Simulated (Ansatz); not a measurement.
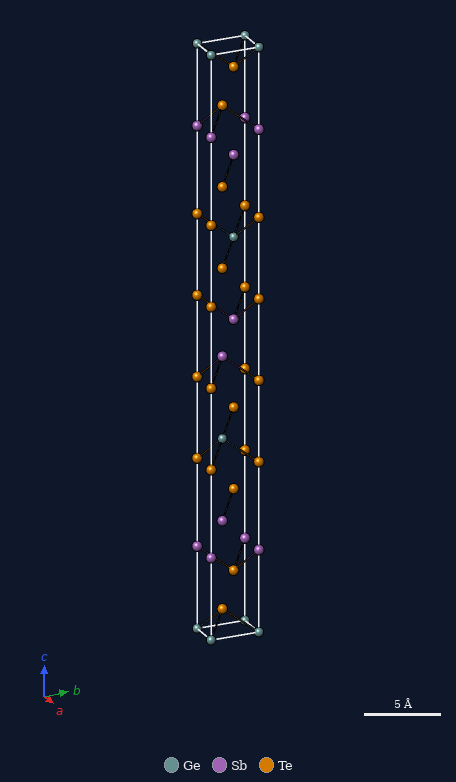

Fig. 1: The input geometry (ball-and-stick view of the cell 3 times as large as that of the calculation, set on its symmetry axes, seen slightly off an axis). An atom can appear more than once, as a periodic image.

## Geometry relaxation, with input and output: GeSb2Te4 (part 1 of 2)

The run: geometry relaxation of GeSb2Te4 (R-3m, 7 atoms in the cell). Method and program: DFT PBE, scalar-relativistic, plane waves, PAW (Ansatz 0.2.0).

The structure derives from a Materials Project entry. The run did not end well.

Output
```
basis.fft_grid_basis auto: the FFT boxes are laid along the combinations [[1, -1, 0], [0, 1, 0], [0, -1, 1]] of the cell's own vectors, 4.319, 13.461 and 4.319 Å long. The dense box has 30×90×30 points. Along the cell's own vectors, as sized, it would have 90×90×90, 9.00 times as many. Of the 12 symmetry operations that the crystal satisfies within crystal.symmetry.tolerance (time reversal apart; of a slab, those that keep its plane) the dense box along the cell's own vectors carries 12, and the one as laid loses 8 of those. basis.fft_grid_basis: typed keeps the cell's own vectors: state it where this run's energies or levels are differenced outside the engine with another run's, or held beside a run that keeps those vectors. Those combinations have planes normal to reciprocal vector 3, as the cell's own vectors have. Each planar average written beside output.write_density, output.write_potential has a row for each plane of the box: 30. The volumetric files lie along those combinations, not along the cell's own vectors: a cube or XSF file states them, and fields.json those of NumPy files.
Engine: ansatz 0.2.0, x86_64-unknown-linux-gnu
Pseudopotentials: kind: paw
Pseudopotential: Ge, paw, valence charge 14, recommended cutoff 420 eV (normal), Ge.paw.azcp
Pseudopotential: Sb, paw, valence charge 15, recommended cutoff 420 eV (normal), Sb.paw.azcp
Pseudopotential: Te, paw, valence charge 16, recommended cutoff 420 eV (normal), Te.paw.azcp
Functional definition: PBE
  parameter kappa = 0.804
  parameter beta = 0.06672455060314922
  exchange = pbe_x(kappa = kappa, mu = beta*pi^2/3)
  correlation = pbe_c(beta = beta)
Crystal: 7 atoms, lattice volume = 213.652 Å³
Basis set: ecut = 420 eV, 4191 PW (Γ), FFT grids on a1−a2, a2, −a2+a3, exchange–correlation on 60×180×60 points (8 copies of the dense FFT grid, shifted against one another)
Bands: 65, of which v1, the nominal top of the filled ones, is band 54 counted from 1 (53 counted from 0)
Symmetry: 12 space group operations
Space group: R-3m (ITA 166), of the structure as read, at distance tolerance 6.0e-5 Å
k-points: 189 of 1728
Non-local potential: Ge, projectors of the file, l = 0: 2, l = 1: 2, l = 2: 3, l = 3: 1
Non-local potential: Sb, projectors of the file, l = 0: 2, l = 1: 2, l = 2: 2, l = 3: 2
Non-local potential: Te, projectors of the file, l = 0: 2, l = 1: 2, l = 2: 2, l = 3: 2
PAW form: soft (Blöchl's): semilocal exchange-correlation on the pseudo side does not see the compensation charge
PAW one-centre angular grid: Ge, 590 points (default); XC on 64 Gauss nodes
PAW one-centre angular grid: Sb, 590 points (default); XC on 64 Gauss nodes
PAW one-centre angular grid: Te, 590 points (default); XC on 64 Gauss nodes
Initial density: superposition of atomic densities (neutral atoms: chi_scale 0, normalization atom), corrected by the library's trained network
Initial wavefunctions: pseudopotential atomic-orbital guess
Functional: x = pbe(κ = 0.804, μ = 0.2195149727645171), c = pbe(β = 0.06672455060314922)
SCF iter   1: F=—  HF=-45183.759939 eV  |F-HF|=—  |Δ(HF+E_count)|=         —  Δρ=2.69e-3  dr2=1.43e-1  ethr=1.77e-3  ⟨swp⟩=8.0  Hψ=48722  notcnv=0  defer=10
preconditioner: auto → Kerker (q_TF=auto, 2.435 Å⁻¹)  [metal: Δε(μ)=0.009 eV  Ē_g=8.195 eV  σ=0.100 eV  W_gap=0.05  n_scr=58 (ndim 8)  ℏωp=15.7 eV  f_vac=0.009  D(μ)=1.13/eV (n_scr^D=4)]
SCF iter   2: F=—  HF=-45183.747857 eV  |F-HF|=—  |Δ(HF+E_count)|=   1.21e-2  Δρ=1.40e-3  dr2=4.68e-2  ethr=1.33e-4  ⟨swp⟩=1.5  Hψ=14497  notcnv=0  defer=22
SCF iter   3: F=—  HF=-45183.744513 eV  |F-HF|=—  |Δ(HF+E_count)|=   3.34e-3  Δρ=4.53e-4  dr2=3.87e-3  ethr=4.33e-5  ⟨swp⟩=1.5  Hψ=11857  notcnv=0  defer=22
SCF iter   4: F=—  HF=-45183.744192 eV  |F-HF|=—  |Δ(HF+E_count)|=   3.21e-4  Δρ=2.48e-4  dr2=7.30e-4  ethr=3.58e-6  ⟨swp⟩=2.0  Hψ=15868  notcnv=0  defer=22
SCF iter   5: F=—  HF=-45183.744175 eV  |F-HF|=—  |Δ(HF+E_count)|=   1.67e-5  Δρ=1.34e-4  dr2=1.15e-4  ethr=6.76e-7  ⟨swp⟩=2.2  Hψ=15446  notcnv=0  defer=22
SCF iter   6: F=—  HF=-45183.744149 eV  |F-HF|=—  |Δ(HF+E_count)|=   2.67e-5  Δρ=6.59e-5  dr2=1.87e-5  ethr=1.06e-7  ⟨swp⟩=2.0  Hψ=16223  notcnv=0  defer=22
SCF iter   7: F=—  HF=-45183.744070 eV  |F-HF|=—  |Δ(HF+E_count)|=   7.81e-5  Δρ=1.99e-5  dr2=1.40e-6  ethr=1.73e-8  ⟨swp⟩=2.0  Hψ=16380  notcnv=0  defer=22
SCF iter   8: F=—  HF=-45183.744071 eV  |F-HF|=—  |Δ(HF+E_count)|=   8.96e-7  Δρ=6.11e-6  dr2=1.74e-7  ethr=1.30e-9  ⟨swp⟩=2.0  Hψ=21023  notcnv=0  defer=23
SCF iter   9: F=-45183.744071 eV  HF=-45183.744071 eV  |F-HF|=1.77e-9  |Δ(HF+E_count)|=   9.73e-8  Δρ=2.33e-6  dr2=2.39e-8  ethr=9.26e-11  ⟨swp⟩=15.3  Hψ=91598  notcnv=0
SCF 1 converged in 9 iterations: F = -45183.744071 eV  dr2 = 2.39e-8
  greatest PAW one-centre occupation: 0.998 electrons in one spin orbital (limit 2), on the Ge atom at site 0 (counted from 0), in its partial waves of l = 2
relax step   1: F+E_penalty+E_count = -45183.74407141 eV  Δ(F+E_penalty+E_count) = +0.000e0 eV  max|allowed force component| = 1.335e-1 eV/Å  Δτ_max = 0.0000 Å  P = -0.045 GPa  Ω = 213.652 Å³  (9 SCF iters, dr2 threshold 1.00e-7 eV, accepted)
Crystal: 7 atoms, lattice volume = 213.613 Å³
Basis set: ecut = 420 eV, 4189 PW (Γ), FFT grids on a1−a2, a2, −a2+a3, exchange–correlation on 60×180×60 points (8 copies of the dense FFT grid, shifted against one another)
Initial density: handed on by an earlier stage of this run
Initial wavefunctions: those handed on with the density
iter 1 solved again at ethr=1.27e-5 eV; its pass at ethr=3.10e-3 eV (dr2=1.37e-2 eV) is discarded
SCF iter   1: F=—  HF=-45183.748357 eV  |F-HF|=—  |Δ(HF+E_count)|=         —  Δρ=1.09e-3  dr2=1.31e-2  ethr=1.27e-5  ⟨swp⟩=1.5  Hψ=55839  notcnv=0
preconditioner: auto → LDOS  [metal: Δε(μ)=0.012 eV  Ē_g=8.200 eV  σ=0.100 eV  W_gap=0.07  n_scr=58 (ndim 8)  ℏωp=15.7 eV  f_vac=0.010  D(μ)=1.79/eV (n_scr^D=4)  β→1.0]
SCF iter   2: F=—  HF=-45183.748945 eV  |F-HF|=—  |Δ(HF+E_count)|=   5.88e-4  Δρ=9.64e-4  dr2=2.64e-2  ethr=1.22e-5  ⟨swp⟩=2.0  Hψ=15294  notcnv=0
SCF iter   3: F=—  HF=-45183.747202 eV  |F-HF|=—  |Δ(HF+E_count)|=   1.74e-3  Δρ=1.92e-4  dr2=6.71e-4  ethr=1.22e-5  ⟨swp⟩=1.8  Hψ=13106  notcnv=0
SCF iter   4: F=—  HF=-45183.747011 eV  |F-HF|=—  |Δ(HF+E_count)|=   1.91e-4  Δρ=5.62e-5  dr2=6.42e-6  ethr=6.21e-7  ⟨swp⟩=2.0  Hψ=21759  notcnv=0
SCF iter   5: F=-45183.747010 eV  HF=-45183.747010 eV  |F-HF|=7.55e-8  |Δ(HF+E_count)|=   3.23e-7  Δρ=1.16e-5  dr2=3.10e-7  ethr=6.48e-10  ⟨swp⟩=13.6  Hψ=106704  notcnv=0
SCF 2 converged in 5 iterations: F = -45183.747010 eV  dr2 = 3.10e-7
  Residual-converged pass: ⟨swp⟩=1.0  Hψ=13043  notcnv=0  max |occ|·‖R‖ = 7.1e-9 eV (tolerance 1.0e-8 eV)  dr2=3.10e-7  dr2_onsite=3.09e-8  max |Δocc| = 2.3e-10
relax step   2: F+E_penalty+E_count = -45183.74701033 eV  Δ(F+E_penalty+E_count) = -2.939e-3 eV  max|allowed force component| = 9.237e-2 eV/Å  Δτ_max = 0.0540 Å  P = -0.106 GPa  Ω = 213.613 Å³  energy of the carried Pulay correction = +6.968e-6 eV  (5 SCF iters, dr2 threshold 7.00e-7 eV, accepted)
Crystal: 7 atoms, lattice volume = 213.182 Å³
iter 1 solved again at ethr=1.37e-6 eV; its pass at ethr=3.10e-3 eV (dr2=1.48e-3 eV) is discarded
SCF iter   1: F=—  HF=-45183.750080 eV  |F-HF|=—  |Δ(HF+E_count)|=         —  Δρ=4.49e-4  dr2=1.49e-3  ethr=1.37e-6  ⟨swp⟩=2.3  Hψ=54854  notcnv=0
preconditioner: auto → Kerker (q_TF=auto, 2.436 Å⁻¹)  [metal: Δε(μ)=0.010 eV  Ē_g=8.211 eV  σ=0.100 eV  W_gap=0.05  n_scr=58 (ndim 8)  ℏωp=15.7 eV  f_vac=0.010  D(μ)=1.59/eV (n_scr^D=4)]
SCF iter   2: F=—  HF=-45183.749992 eV  |F-HF|=—  |Δ(HF+E_count)|=   8.78e-5  Δρ=2.69e-4  dr2=5.45e-4  ethr=1.37e-6  ⟨swp⟩=1.0  Hψ=12285  notcnv=0
SCF iter   3: F=—  HF=-45183.749951 eV  |F-HF|=—  |Δ(HF+E_count)|=   4.07e-5  Δρ=6.31e-5  dr2=4.85e-5  ethr=5.05e-7  ⟨swp⟩=1.0  Hψ=12286  notcnv=0
SCF iter   4: F=—  HF=-45183.749830 eV  |F-HF|=—  |Δ(HF+E_count)|=   1.22e-4  Δρ=3.35e-5  dr2=1.10e-5  ethr=4.49e-8  ⟨swp⟩=2.0  Hψ=16805  notcnv=0
SCF iter   5: F=—  HF=-45183.749830 eV  |F-HF|=—  |Δ(HF+E_count)|=   3.93e-7  Δρ=1.68e-5  dr2=1.84e-6  ethr=1.02e-8  ⟨swp⟩=2.0  Hψ=16654  notcnv=0
SCF iter   6: F=—  HF=-45183.749830 eV  |F-HF|=—  |Δ(HF+E_count)|=   2.82e-7  Δρ=7.55e-6  dr2=6.25e-7  ethr=4.94e-10  ⟨swp⟩=11.6  Hψ=100333  notcnv=0
SCF iter   7: F=-45183.749830 eV  HF=-45183.749830 eV  |F-HF|=4.18e-9  |Δ(HF+E_count)|=   1.13e-8  Δρ=2.15e-6  dr2=1.94e-8  ethr=4.94e-10  ⟨swp⟩=9.1  Hψ=74348  notcnv=0
SCF 3 converged in 7 iterations: F = -45183.749830 eV  dr2 = 1.94e-8
relax step   3: F+E_penalty+E_count = -45183.74982975 eV  Δ(F+E_penalty+E_count) = -2.819e-3 eV  max|allowed force component| = 9.757e-3 eV/Å  Δτ_max = 0.0231 Å  P = +0.006 GPa  Ω = 213.182 Å³  energy of the carried Pulay correction = +8.268e-5 eV  (7 SCF iters, dr2 threshold 5.33e-7 eV, accepted)
Crystal: 7 atoms, lattice volume = 213.164 Å³
iter 1 solved again at ethr=7.13e-8 eV; its pass at ethr=3.10e-3 eV (dr2=7.70e-5 eV) is discarded
SCF iter   1: F=—  HF=-45183.749979 eV  |F-HF|=—  |Δ(HF+E_count)|=         —  Δρ=5.04e-5  dr2=7.70e-5  ethr=7.13e-8  ⟨swp⟩=1.3  Hψ=41452  notcnv=0
preconditioner: auto → Kerker (q_TF=auto, 2.436 Å⁻¹)  [metal: Δε(μ)=0.014 eV  Ē_g=8.211 eV  σ=0.100 eV  W_gap=0.08  n_scr=58 (ndim 8)  ℏωp=15.7 eV  f_vac=0.010  D(μ)=1.64/eV (n_scr^D=4)]
SCF iter   2: F=—  HF=-45183.749952 eV  |F-HF|=—  |Δ(HF+E_count)|=   2.71e-5  Δρ=2.63e-5  dr2=2.55e-5  ethr=7.13e-8  ⟨swp⟩=1.0  Hψ=12285  notcnv=0
SCF iter   3: F=—  HF=-45183.749950 eV  |F-HF|=—  |Δ(HF+E_count)|=   2.25e-6  Δρ=7.63e-6  dr2=1.36e-6  ethr=2.36e-8  ⟨swp⟩=1.0  Hψ=12285  notcnv=0
SCF iter   4: F=—  HF=-45183.749856 eV  |F-HF|=—  |Δ(HF+E_count)|=   9.36e-5  Δρ=3.93e-6  dr2=1.28e-7  ethr=1.26e-9  ⟨swp⟩=1.1  Hψ=12345  notcnv=0
SCF iter   5: F=—  HF=-45183.749856 eV  |F-HF|=—  |Δ(HF+E_count)|=   7.84e-9  Δρ=1.95e-6  dr2=1.99e-8  ethr=1.18e-10  ⟨swp⟩=2.0  Hψ=16811  notcnv=0
```

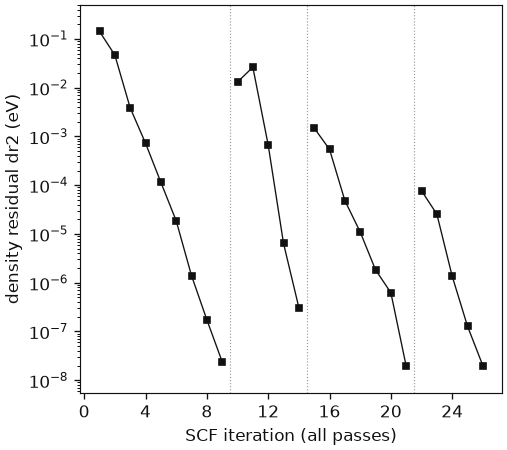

Fig. 2: Convergence of the self-consistent field: density residual dr2 against the SCF iteration. Dotted lines part the SCF passes that the log prints in full.

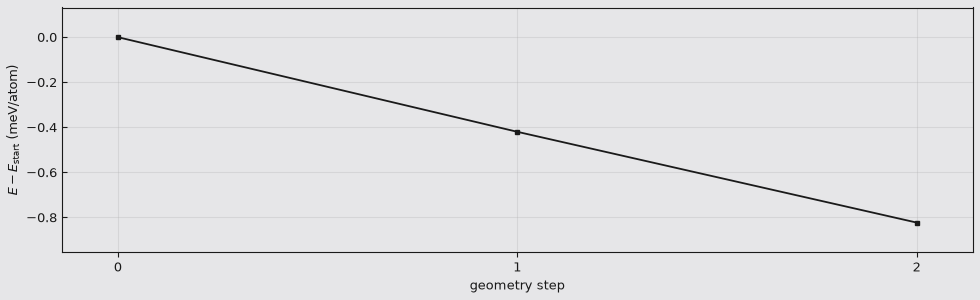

Fig. 3: Progress of the relaxation, step by step (the first geometry is step 0 here and step 1 in the log).

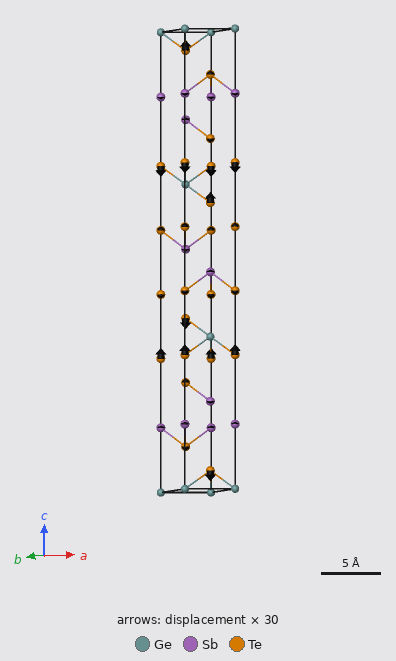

Fig. 4: The starting structure with the displacements (without the part carried along by the change of the cell) as black arrows, magnified 30 times (ball-and-stick view of the cell 3 times as large as that of the calculation, set on its symmetry axes, seen at an oblique angle). The run was cut off at its time limit before the relaxation converged, so the last structure is only a point on the way. The energy falls by 0.8 meV per atom in 2 geometry steps. The largest force component goes from 0.13 to 0.0098 eV/Å. The pressure goes from −0.05 to 0.01 GPa. The largest moves relative to the cell, 0.031 Å, are those of Te6 and Te7. By element the largest moves are Te 0.031 Å, Sb 0.007 Å. Ge stays in place. Cell: a = b 4.319 → 4.326 Å (+0.2 %), c 39.684 → 39.466 Å (−0.6 %). Volume −0.2 %. Distances before and after: Ge1–Te6 3.006 → 2.987 Å, Sb2–Te4 3.035 → 3.043 Å. The space group stays R-3m (No. 166). (Atoms are counted from 1 in the order of the input.)
